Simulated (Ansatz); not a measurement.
System: a (001) slab cut from Al (P6_3/mmc), of composition Al$_{9}$O (not the bulk's), ended by Al planes, 10 atoms in the cell. Starting structure of the relaxation:

```xyz
10
Lattice="2.8363 0.0000 0.0000 -1.4181 2.4563 0.0000 0.0000 0.0000 37.6443" Properties=species:S:1:pos:R:3 pbc="T T T"
Al    0.0000    1.6375    8.5000
Al    0.0000    0.0000   10.8305
Al    1.4181    0.8188   13.1611
Al    0.0000    0.0000   15.4916
Al    0.0000    1.6375   17.8026
Al    0.0000    0.0000   20.1126
Al    1.4181    0.8188   22.4594
Al    0.0000    0.0000   24.7845
Al    0.0000    1.6375   27.1386
O     0.0000    1.6375   29.0186
```

Computed with Ansatz: DFT PBEsol, scalar-relativistic, plane waves, PAW, no spin polarisation, 12×12×1 k mesh, 420 eV cutoff, Gaussian smearing of 0.1 eV.

What does the potential across the slab give for the work function?

The work function is 9.77 eV at the right face and 4.12 eV at the left. The vacuum level is 5.66 eV higher at the right than at the left, so the slab carries a dipole along its normal; the ramp in the vacuum, at or near the edge of the plot, is the dipole correction that keeps each side flat. Some atoms were held fixed in the relaxation, which can itself make the faces differ. The outermost atoms are 20.2 Å apart, which leaves 17.4 Å of vacuum in a cell 37.6 Å high.

The electron count is odd and the run has no spin polarisation, so a magnetic state may lie lower.

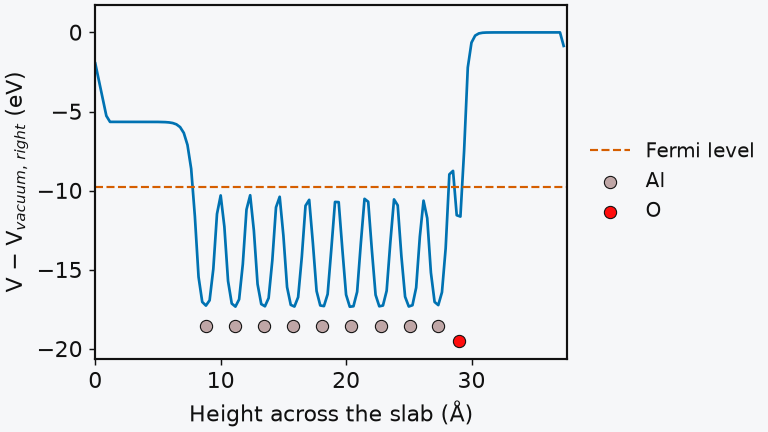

Plane-averaged electrostatic potential energy of an electron across the slab; circles at the bottom mark the heights of the atoms (positions after relaxation).
